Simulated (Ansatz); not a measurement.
**Single-point calculation, with input and output: WS2**

- system: WS2 (P6₃/mmc, 6 atoms in the cell)
- method: DFT PBE, scalar-relativistic, plane waves, PAW, no spin polarisation (Ansatz 0.2.0)

The structure was made by swapping elements on the sites of another compound; it need not be a known phase. It belongs to a series of runs on one base structure; here: Se -> S on all its sites, cell and atoms relaxed. Figures and captions count atoms from 1; the log counts them from 0 in places.

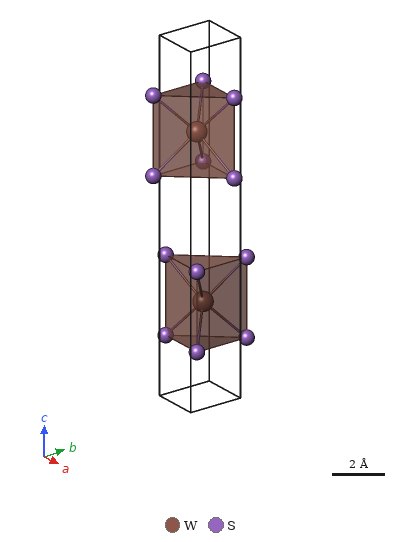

Figure 1. The input geometry (polyhedral view of the cell of the calculation, seen slightly off an axis; polyhedra are completed across the faces of the cell).

## Key numbers

| quantity | value |
| --- | --- |
| outcome | converged |
| space group (tolerance 0.01 Å) | P6₃/mmc (194) |
| electrons treated | 52 |
| free energy | −24382.8486 eV |
| Fermi energy | 9.753 eV |
| gap on the k-point mesh | 1.64 eV |
| pressure | 1.07 GPa |
| largest force (length of the vector) | 0.186 eV/Å |
| hardware | 1 thread of Intel Xeon (Granite Rapids), 32 GiB of memory available, shared host |
| wall time | 2.1 s |
| peak memory | 0.42 GiB |

## Notes

Spin–orbit coupling is left out, which matters for W.

## Input
```yaml
crystal:
  lattice:
    - [3.1528147155, 0.0, 0.0]
    - [-1.5764073577, 2.730417637, 0.0]
    - [0.0, 0.0, 14.2820145019]
  atoms:
    - { symbol: W, position: [0.6666666667, 0.3333333333, 0.75] }
    - { symbol: W, position: [0.3333333333, 0.6666666667, 0.25] }
    - { symbol: S, position: [0.3333333333, 0.6666666667, 0.861543119] }
    - { symbol: S, position: [0.6666666667, 0.3333333333, 0.361543119] }
    - { symbol: S, position: [0.3333333333, 0.6666666667, 0.638456881] }
    - { symbol: S, position: [0.6666666667, 0.3333333333, 0.138456881] }
basis:
  ecutwfc: 420
kpoints:
  mp_grid: { grid: [6, 6, 2] }
hamiltonian:
  xc: pbe
scf:
  occupations: { method: gaussian, width: 0.1 }
output:
  forces: true
  stress: true
  eigenvalues: true
```

Run as:
```bash
ansatz run input.yaml --threads 1 --pin off --max-ram 2560MiB --backend cpu --events-out ev --progress --plain --runs-dir out
```

## What the program printed
```
Engine: ansatz 0.2.0, x86_64-unknown-linux-gnu
Pseudopotentials: kind: paw
Pseudopotential: W, paw, valence charge 14, recommended cutoff 420 eV (normal), W.paw.azcp
Pseudopotential: S, paw, valence charge 6, recommended cutoff 420 eV (normal), S.paw.azcp
Functional definition: PBE
  parameter kappa = 0.804
  parameter beta = 0.06672455060314922
  exchange = pbe_x(kappa = kappa, mu = beta*pi^2/3)
  correlation = pbe_c(beta = beta)
Crystal: 6 atoms, lattice volume = 122.947 Å³
Basis set: ecut = 420 eV, 2387 PW (Γ), exchange–correlation on 48×48×192 points (8 copies of the dense FFT grid, shifted against one another)
Bands: 32, of which v1, the nominal top of the filled ones, is band 26 counted from 1 (25 counted from 0)
Symmetry: 24 space group operations
Space group: P63/mmc (ITA 194), of the structure as read, at distance tolerance 5.0e-5 Å
k-points: 14 of 72
Non-local potential: W, projectors of the file, l = 0: 3, l = 1: 2, l = 2: 2, l = 3: 1
Non-local potential: S, projectors of the file, l = 0: 2, l = 1: 2, l = 2: 2
PAW form: soft (Blöchl's): semilocal exchange-correlation on the pseudo side does not see the compensation charge
PAW one-centre angular grid: W, 590 points (default); XC on 64 Gauss nodes
PAW one-centre angular grid: S, 110 points (default); XC on 64 Gauss nodes
Initial density: superposition of atomic densities (neutral atoms: chi_scale 0, normalization atom), corrected by the library's trained network
Initial wavefunctions: pseudopotential atomic-orbital guess
Functional: x = pbe(κ = 0.804, μ = 0.2195149727645171), c = pbe(β = 0.06672455060314922)
SCF iter   1: F=—  HF=-24382.845776 eV  |F-HF|=—  |Δ(HF+E_count)|=         —  Δρ=5.81e-3  dr2=7.07e-2  ethr=1.77e-3  ⟨swp⟩=6.6  Hψ=2085  notcnv=0
preconditioner: auto → Resta (q_TF=auto, 2.364 Å⁻¹)  ε∞=6.8  [insulator: Δε(μ)=1.622 eV  Ē_g=8.313 eV  σ=0.100 eV  W_gap=1.00  n_scr=28 (ndim 8)  ℏωp=20.1 eV  f_vac=0.148  D(μ)=0.00/eV (n_scr^D=0)  ε∞_Penn≈6.8]
SCF iter   2: F=—  HF=-24382.844188 eV  |F-HF|=—  |Δ(HF+E_count)|=   1.59e-3  Δρ=2.93e-3  dr2=6.32e-3  ethr=1.36e-4  ⟨swp⟩=2.1  Hψ=660  notcnv=0  defer=1
SCF iter   3: F=—  HF=-24382.847125 eV  |F-HF|=—  |Δ(HF+E_count)|=   2.94e-3  Δρ=1.47e-3  dr2=2.22e-3  ethr=1.22e-5  ⟨swp⟩=2.4  Hψ=629  notcnv=0  defer=1
SCF iter   4: F=—  HF=-24382.848536 eV  |F-HF|=—  |Δ(HF+E_count)|=   1.41e-3  Δρ=2.00e-4  dr2=1.10e-4  ethr=4.26e-6  ⟨swp⟩=2.0  Hψ=623  notcnv=0  defer=1
SCF iter   5: F=—  HF=-24382.848592 eV  |F-HF|=—  |Δ(HF+E_count)|=   5.55e-5  Δρ=6.73e-5  dr2=1.31e-5  ethr=2.11e-7  ⟨swp⟩=2.0  Hψ=667  notcnv=0  defer=1
SCF iter   6: F=—  HF=-24382.848570 eV  |F-HF|=—  |Δ(HF+E_count)|=   2.20e-5  Δρ=2.38e-5  dr2=1.04e-6  ethr=2.52e-8  ⟨swp⟩=2.0  Hψ=626  notcnv=0  defer=1
SCF iter   7: F=-24382.848571 eV  HF=-24382.848571 eV  |F-HF|=3.88e-8  |Δ(HF+E_count)|=   1.34e-6  Δρ=4.36e-6  dr2=2.53e-8  ethr=1.92e-10  ⟨swp⟩=8.9  Hψ=2413  notcnv=0
SCF 1 converged in 7 iterations: F = -24382.848571 eV  dr2 = 2.53e-8
  greatest PAW one-centre occupation: 1.000 electrons in one spin orbital (limit 2), on the W atom at site 1 (counted from 0), in its partial waves of l = 0
SCF converged after 7 iterations
Free energy (F): -24382.848571 eV
Harris-Foulkes:  -24382.848571 eV  (|F-HF|=3.88e-8)
Internal energy: -24382.848571 eV  (E = F + TS)
E sigma→0 (E₀):  -24382.848571 eV
Fermi energy:    9.753126 eV
--- Per-component energies (eV) ---
  E_band       = -487.730678
  E_kinetic    = 1331.425482
  E_local      = -4890.750625  (includes V_loc(G=0)·N_el)
  E_nonlocal   = 114.531141
  E_hartree    = 2028.310842
  E_xc         = -923.887479
  E_vxc        = -829.459302  (∫ρ·V_xc dr)
  E_paw        = -19526.163259  (= ΣΔE_a)
  E_vpaw       = -270.098570  (= ΣTr[D̂ρ^β])
  E_aug_tail   = -0.000126  (compensation charges beyond the density's cutoff)
  E_ewald      = -2516.314548
  E_smearing   = -0.000000  (= −TS)
  E_closure    = 0.000000  (closes the sum)
  Σ components = -24382.848571   (vs F -24382.848571, Δ=0.00e0)
--- Forces (eV/Å), atoms counted from 1 ---
  atom   1  W     -0.00000000    -0.00000000     0.00000000
  atom   2  W     -0.00000000     0.00000000     0.00000000
  atom   3  S     -0.00000000    -0.00000000    -0.18620475
  atom   4  S      0.00000000     0.00000000    -0.18620475
  atom   5  S     -0.00000000    -0.00000000     0.18620475
  atom   6  S      0.00000000     0.00000000     0.18620475
  max |Σ_I F_I| component: 1.16e-17 eV/Å
--- Stress (GPa, compression-positive) ---
        2.314196      -0.000000       0.000000
       -0.000000       2.314196       0.000000
        0.000000       0.000000      -1.410912
  P = ⅓ Tr σ = 1.0725 GPa (10.725 kbar)
--- Band table (eV; the first three rows and the last of 14) ---
  k-point 0: bands = ["-65.0899", "-65.0899", "-29.3855", "-29.3855", "-29.1936", "-29.1936", "-29.1936", "-29.1936", "-5.9646", "-5.9314", "-4.4090", "-4.3413", "2.2929", "2.5552", "6.1329", "6.1329", "6.1342", "6.1342", "6.1915", "7.0217", "7.3616", "7.3616", "7.3668", "7.3668", "8.3651", "8.9408", "11.7950", "11.7950", "11.7971", "11.7971", "11.8688", "11.8688"]
  k-point 1: bands = ["-65.0899", "-65.0899", "-29.3855", "-29.3855", "-29.1936", "-29.1936", "-29.1936", "-29.1936", "-5.9483", "-5.9483", "-4.3750", "-4.3750", "2.4180", "2.4180", "6.1336", "6.1336", "6.1336", "6.1336", "6.5583", "6.5583", "7.3642", "7.3642", "7.3642", "7.3642", "8.7086", "8.7086", "11.7957", "11.7957", "11.7957", "11.7957", "11.8804", "11.8804"]
  k-point 2: bands = ["-65.0852", "-65.0852", "-29.3687", "-29.3687", "-29.2863", "-29.2863", "-29.2152", "-29.2152", "-5.5114", "-5.4786", "-4.2273", "-4.1684", "2.8245", "3.0838", "5.1021", "5.1111", "5.4713", "5.7993", "6.5633", "6.5676", "6.7409", "6.7482", "7.2621", "7.5952", "8.2480", "8.4928", "10.9634", "11.3697", "11.5451", "11.5775", "11.6302", "11.8009"]
  k-point 13: bands = ["-65.0685", "-65.0685", "-29.4637", "-29.4637", "-29.4301", "-29.4301", "-29.3097", "-29.3097", "-3.4096", "-3.4096", "-3.3683", "-3.3683", "3.0613", "3.0613", "3.4663", "3.4663", "4.3423", "4.3423", "4.9641", "4.9641", "5.5502", "5.5502", "6.3631", "6.3631", "8.8581", "8.8581", "10.8450", "10.8450", "12.0397", "12.0397", "12.8528", "12.8528"]
```

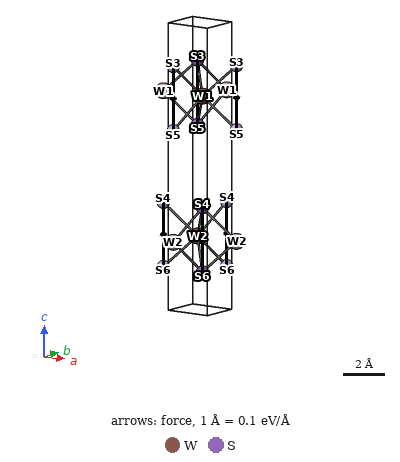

Figure 2. Forces on the atoms as black arrows (ball-and-stick view of the cell of the calculation, seen slightly off an axis; neighbours outside the cell are drawn fainter; atoms are numbered from 1 in the order of the input). The largest act on all 4 S atoms (0.19 eV/Å). The geometry is not a stationary point of this energy.

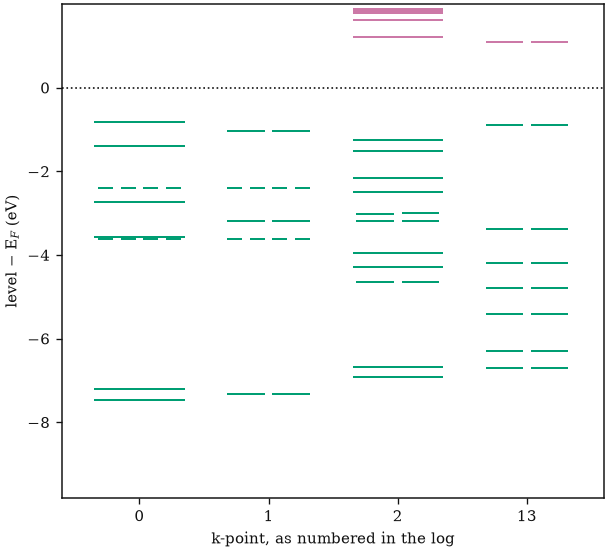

Figure 3. Kohn–Sham levels near the Fermi level (dotted) at the few k-points that the log prints; levels within 0.02 eV of each other stand side by side. Among these points the highest filled and lowest empty levels are 1.90 eV apart; the gap on the full mesh, 1.64 eV, has an edge at a point that isn't printed.
